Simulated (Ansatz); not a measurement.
The coordinates of a crystal:

```
Ta N
1.0
     5.29657    0.00000    0.00000
    -2.64829    4.58697    0.00000
     0.00000    0.00000    4.93918
Ta N
6 3
Direct
  0.66636 0.66636 0.75362
  0.00000 0.33364 0.75362
  0.33364 0.00000 0.75362
  0.33364 0.33364 0.24638
  0.00000 0.66636 0.24638
  0.66636 0.00000 0.24638
  0.66667 0.33333 0.50000
  0.33333 0.66667 0.50000
  0.00000 0.00000 0.00000
```

What would you see if this were drawn?

Answer. This is Ta₂N. Space group: P-31m (No. 162). Lattice: primitive hexagonal. It has 9 atoms to the cell (6 Ta, 3 N). Each Ta has twelve Ta and three N (3.00 to 3.07 Å to Ta, 2.15 to 2.16 Å to N). Each N atom is coordinated by six Ta in an octahedral arrangement at 2.15 to 2.16 Å. The bonds build a three-dimensional framework.

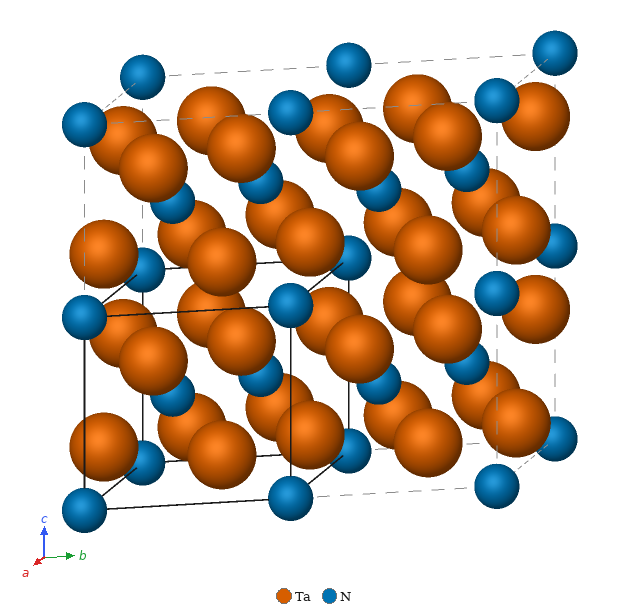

A spheres-only rendering, viewed slightly off an axis. A block of 1×2×2 cells is shown, with one conventional unit cell in solid outline. Colours: tantalum orange, nitrogen blue.

Its origin is a structure listed in the Materials Project. Earlier steps of the study may have refined or changed the cell and positions. It went into a calculation with Ansatz.
